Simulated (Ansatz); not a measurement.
# Geometry relaxation, with input and output: AlGa$_{3}$N$_{4}$ (part 2 of 2)

Continued. System: AlGa$_{3}$N$_{4}$ (P-43m, 8 atoms in the cell). Method: DFT PBEsol, scalar-relativistic, plane waves, PAW, no spin polarisation (Ansatz 0.2.0); cutoff 420 eV, 6×6×6 k-mesh, Gaussian smearing of 0.02 eV. The structure derives from a Materials Project entry.

Geometry of the input (Å; fractional positions):
```
4.4717  0.0000  0.0000
0.0000  4.4717  0.0000
0.0000  0.0000  4.4717
Al 0.0000  0.0000  0.0000
Ga 0.5000  0.5000  0.0000
Ga 0.5000  0.0000  0.5000
Ga 0.0000  0.5000  0.5000
N  0.7557  0.7557  0.2443
N  0.7557  0.2443  0.7557
N  0.2443  0.7557  0.7557
N  0.2443  0.2443  0.2443
```

```
basis re-selected at this cell: Δ(F+E_penalty+E_count) = +9.286e-4 eV, ΔP = -0.012 GPa vs the last step (what re-selecting the basis moved, of the pressure what is left beyond the Pulay correction that the steps carried, after the strain that the cell walked since its last selection, with what the two solves' SCF thresholds leave and, on support functions, any second-order correction that the steps lacked; it is no measure of the basis error at this ecutwfc). This SCF's stress stands 1.24e-2 GPa from its target on what of the cell is left free (relax.cell.stress_tol is 5.00e-2 GPa) and its largest allowed force component is 3.96e-5 eV/Å (relax.f_tol is 5.00e-3 eV/Å): within both
SCF converged after 6 iterations
Free energy (F): -13274.409367 eV
Harris-Foulkes:  -13274.409367 eV  (|F-HF|=1.09e-11)
Internal energy: -13274.409367 eV  (E = F + TS)
E sigma→0 (E₀):  -13274.409367 eV
Fermi energy:    10.050459 eV
--- Per-component energies (eV) ---
  E_band       = -19.288040
  E_kinetic    = 898.552455
  E_local      = -6510.064208  (includes V_loc(G=0)·N_el)
  E_nonlocal   = 1482.086591
  E_hartree    = 2976.726053
  E_xc         = -483.703863
  E_vxc        = -508.976903  (∫ρ·V_xc dr)
  E_paw        = -6805.493527  (= ΣΔE_a)
  E_vpaw       = -1334.338177  (= ΣTr[D̂ρ^β])
  E_aug_tail   = 0.000173  (compensation charges beyond the density's cutoff)
  E_ewald      = -4835.233508
  E_core_change = 2.720468  (= ΣΔE_core)
  E_smearing   = -0.000000  (= −TS)
  E_closure    = -0.000000  (closes the sum)
  Σ components = -13274.409367   (vs F -13274.409367, Δ=0.00e0)
--- Forces (eV/Å), atoms counted from 1 ---
  atom   1  Al     0.00000000     0.00000000     0.00000000
  atom   2  Ga     0.00000000     0.00000000     0.00000000
  atom   3  Ga     0.00000000     0.00000000     0.00000000
  atom   4  Ga     0.00000000     0.00000000     0.00000000
  atom   5  N      0.00003958     0.00003958    -0.00003958
  atom   6  N      0.00003958    -0.00003958     0.00003958
  atom   7  N     -0.00003958     0.00003958     0.00003958
  atom   8  N     -0.00003958    -0.00003958    -0.00003958
  max |Σ_I F_I| component: 9.71e-17 eV/Å
--- Stress (GPa, compression-positive) ---
       -0.012427      -0.000000       0.000000
       -0.000000      -0.012427       0.000000
        0.000000       0.000000      -0.012427
  P = ⅓ Tr σ = -0.0124 GPa (-0.124 kbar)
--- Band table (eV; the first three rows and the last of 20) ---
  k-point 0: bands = ["-6.7742", "-5.5222", "-5.5222", "-5.5222", "-4.2870", "-4.2663", "-4.2663", "-4.2663", "-4.1866", "-4.1866", "-4.0509", "-4.0509", "-4.0509", "-4.0122", "-4.0122", "-3.9526", "-2.5341", "-2.5341", "-2.5341", "2.8194", "2.8194", "3.6214", "6.4240", "6.4240", "6.4240", "6.4301", "6.4301", "6.4301", "8.9055", "8.9055", "8.9055", "11.1952", "12.2384", "12.2384", "12.2384", "15.3496", "15.3496", "17.2889", "19.6661"]
  k-point 1: bands = ["-6.6624", "-5.5569", "-5.5237", "-5.5237", "-4.2821", "-4.2632", "-4.2632", "-4.2408", "-4.1812", "-4.1733", "-4.0816", "-4.0816", "-4.0498", "-4.0241", "-4.0120", "-3.9619", "-2.8283", "-2.4756", "-2.4756", "2.9354", "3.1164", "3.8159", "6.1139", "6.1472", "6.1472", "6.2075", "6.5685", "6.5685", "8.1770", "8.7174", "8.7174", "11.9450", "12.5533", "12.8275", "12.8275", "15.5709", "15.8417", "17.5650", "19.1291"]
  k-point 2: bands = ["-6.3628", "-5.6879", "-5.5266", "-5.5266", "-4.2511", "-4.2483", "-4.2483", "-4.1968", "-4.1481", "-4.1473", "-4.1473", "-4.1432", "-4.0444", "-4.0424", "-4.0129", "-3.9860", "-3.4168", "-2.3603", "-2.3603", "3.2364", "3.5803", "4.5044", "5.4653", "5.6745", "5.6745", "5.7375", "6.9610", "6.9610", "6.9740", "8.2181", "8.2181", "13.1064", "13.3426", "14.1605", "14.1605", "16.0467", "16.9202", "17.5901", "18.7192"]
  k-point 19: bands = ["-5.8586", "-5.6620", "-5.6620", "-5.6620", "-4.2754", "-4.2754", "-4.2754", "-4.2018", "-4.2018", "-4.0862", "-4.0862", "-4.0862", "-3.9851", "-3.9851", "-3.9851", "-3.0815", "-3.0815", "-3.0815", "-2.6140", "1.9599", "1.9599", "1.9599", "2.5771", "7.9081", "7.9081", "7.9081", "8.1515", "8.1515", "8.2209", "8.2209", "8.2209", "13.8253", "13.8253", "13.8253", "15.0863", "17.8155", "17.8155", "17.8155", "18.2093"]
--- Relaxed structure (3 steps of the walk, 3 accepted, 1 SCFs on fresh bases) ---
  F+E_penalty+E_count = -13274.40936657 eV   max|allowed force component| = 3.958e-5 eV/Å   (the final SCF, on the basis selected at the relaxed cell)
  cell:  # Å, volume = 89.1725 Å³
    - [4.467627909647765, 6.740754805355325e-34, -2.0543252740130515e-33]
    - [6.740754805355325e-34, 4.467627909647765, -9.62964972193618e-34]
    - [-2.0543252740130515e-33, -9.62964972193618e-34, 4.467627909647765]
  atoms:
    - { symbol: Al, position: [1.8184455387624442e-20, 1.2122970258416193e-20, 6.061485129208102e-21] }
    - { symbol: Ga, position: [0.49999999999999994, 0.49999999999999994, 6.061485129208094e-21] }
    - { symbol: Ga, position: [0.49999999999999994, 1.2122970258416207e-20, 0.49999999999999994] }
    - { symbol: Ga, position: [1.818445538762452e-20, 0.49999999999999994, 0.49999999999999994] }
    - { symbol: N, position: [0.7550309217753534, 0.7550309217753534, 0.24496907822464653] }
    - { symbol: N, position: [0.7550309217753534, 0.24496907822464653, 0.7550309217753534] }
    - { symbol: N, position: [0.24496907822464653, 0.7550309217753534, 0.7550309217753534] }
    - { symbol: N, position: [0.24496907822464653, 0.24496907822464653, 0.24496907822464653] }
```

## Trajectory as extended XYZ (Å, eV, eV/Å), 4 frames, from step=1 to step=4
```
8
Lattice="4.4717 0.0000 0.0000 0.0000 4.4717 0.0000 0.0000 0.0000 4.4717" Properties=species:S:1:pos:R:3:forces:R:3 step=1 energy=-13274.40772 pressure_GPa=-0.53
Al    0.0000    0.0000    0.0000    0.0000   0.0000   0.0000
Ga    2.2358    2.2358    0.0000    0.0000   0.0000   0.0000
Ga    2.2358    0.0000    2.2358    0.0000   0.0000   0.0000
Ga    0.0000    2.2358    2.2358    0.0000   0.0000   0.0000
N     3.3793    3.3793    1.0924   -0.0757  -0.0757   0.0757
N     3.3793    1.0924    3.3793   -0.0757   0.0757  -0.0757
N     1.0924    3.3793    3.3793    0.0757  -0.0757  -0.0757
N     1.0924    1.0924    1.0924    0.0757   0.0757   0.0757
8
Lattice="4.4691 0.0000 0.0000 0.0000 4.4691 0.0000 0.0000 0.0000 4.4691" Properties=species:S:1:pos:R:3:forces:R:3 step=2 energy=-13274.40966 pressure_GPa=-0.19
Al    0.0000    0.0000    0.0000    0.0000   0.0000   0.0000
Ga    2.2345    2.2345    0.0000    0.0000   0.0000   0.0000
Ga    2.2345    0.0000    2.2345    0.0000   0.0000   0.0000
Ga    0.0000    2.2345    2.2345    0.0000   0.0000   0.0000
N     3.3757    3.3757    1.0933   -0.0354  -0.0354   0.0354
N     3.3757    1.0933    3.3757   -0.0354   0.0354  -0.0354
N     1.0933    3.3757    3.3757    0.0354  -0.0354  -0.0354
N     1.0933    1.0933    1.0933    0.0354   0.0354   0.0354
8
Lattice="4.4676 0.0000 0.0000 0.0000 4.4676 0.0000 0.0000 0.0000 4.4676" Properties=species:S:1:pos:R:3:forces:R:3 step=3 energy=-13274.41029 pressure_GPa=-0.00
Al    0.0000    0.0000    0.0000    0.0000   0.0000   0.0000
Ga    2.2338    2.2338    0.0000    0.0000   0.0000   0.0000
Ga    2.2338    0.0000    2.2338    0.0000   0.0000   0.0000
Ga    0.0000    2.2338    2.2338    0.0000   0.0000   0.0000
N     3.3732    3.3732    1.0944    0.0000   0.0000   0.0000
N     3.3732    1.0944    3.3732    0.0000   0.0000   0.0000
N     1.0944    3.3732    3.3732    0.0000   0.0000   0.0000
N     1.0944    1.0944    1.0944    0.0000   0.0000   0.0000
8
Lattice="4.4676 0.0000 0.0000 0.0000 4.4676 0.0000 0.0000 0.0000 4.4676" Properties=species:S:1:pos:R:3:forces:R:3 step=4 energy=-13274.40937 pressure_GPa=-0.01
Al    0.0000    0.0000    0.0000    0.0000   0.0000   0.0000
Ga    2.2338    2.2338    0.0000    0.0000   0.0000   0.0000
Ga    2.2338    0.0000    2.2338    0.0000   0.0000   0.0000
Ga    0.0000    2.2338    2.2338    0.0000   0.0000   0.0000
N     3.3732    3.3732    1.0944    0.0000   0.0000   0.0000
N     3.3732    1.0944    3.3732    0.0000   0.0000   0.0000
N     1.0944    3.3732    3.3732    0.0000   0.0000   0.0000
N     1.0944    1.0944    1.0944    0.0000   0.0000   0.0000
```

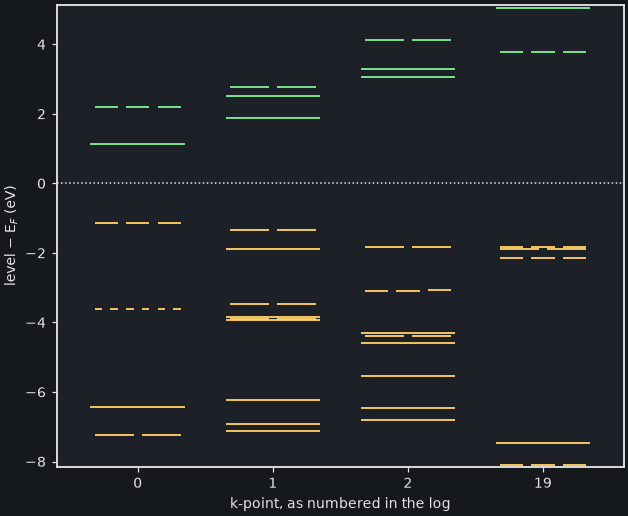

Figure 1. Kohn–Sham levels near the Fermi level (dotted) at the few k-points that the log prints; levels within 0.02 eV of each other stand side by side. Among these points the highest filled and lowest empty levels are 2.29 eV apart, which is the gap on the mesh.

## Key numbers

- outcome: converged
- space group (tolerance 0.01 Å): P-43m (215)
- electrons treated: 62
- free energy: −13274.4094 eV
- Fermi energy: 10.050 eV
- gap on the k-point mesh: 2.29 eV
- pressure: −0.01 GPa
- final volume: 89.17 Å³
- largest force (length of the vector) at the end: under 0.001 eV/Å
- final cell: a = 4.468 Å, b = 4.468 Å, c = 4.468 Å, α = 90.00°, β = 90.00°, γ = 90.00°
- wall time: 7.6 s (CPU time 28 s)
- peak memory: 0.4 GiB
